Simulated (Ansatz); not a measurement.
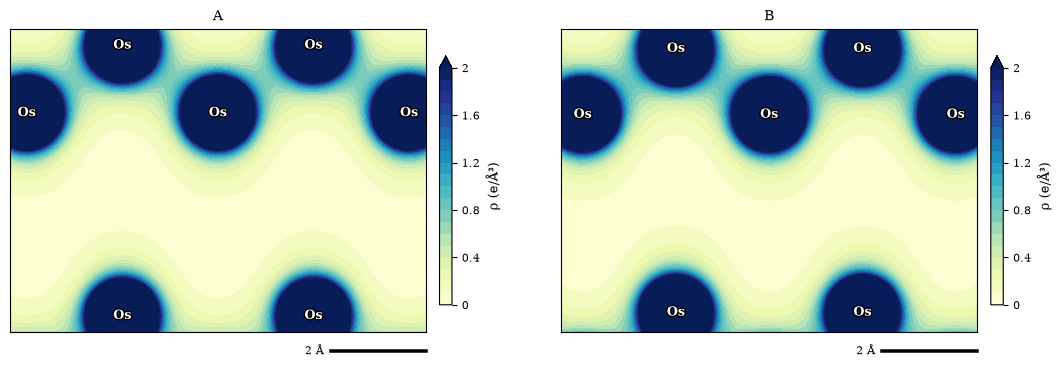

Os. The valence electron density of two cells that differ in size, on the (101̄) plane of each (indices in the axes of the calculation cell), at one length scale and on one colour scale: A has 23.3 Å³ an atom and B 21.7.

Computed with DFT, PBEsol, plane waves (420 eV) with PAW, scalar-relativistic (Ansatz).

Core electrons are frozen (PAW), and the valence fields are smoothed inside the atomic spheres.

The larger cell:

```
Os
1.0
     0.00000    2.85712    2.85712
     2.85712    0.00000    2.85712
     2.85712    2.85712    0.00000
Os
2
Direct
  0.12500 0.12500 0.12500
  0.87500 0.87500 0.87500
```

The smaller cell: a = 3.942 Å, b = 3.942 Å, c = 3.942 Å, α = 60.00°, β = 60.00°, γ = 60.00°.

> What does the compression do to the bonding and the properties?

From the larger cell to the smaller, Os–Os goes from 2.47 to 2.41 Å, and the density at its midpoint from 0.76 to 0.84 e/Å³; the pressure goes from −19 to −8 GPa.
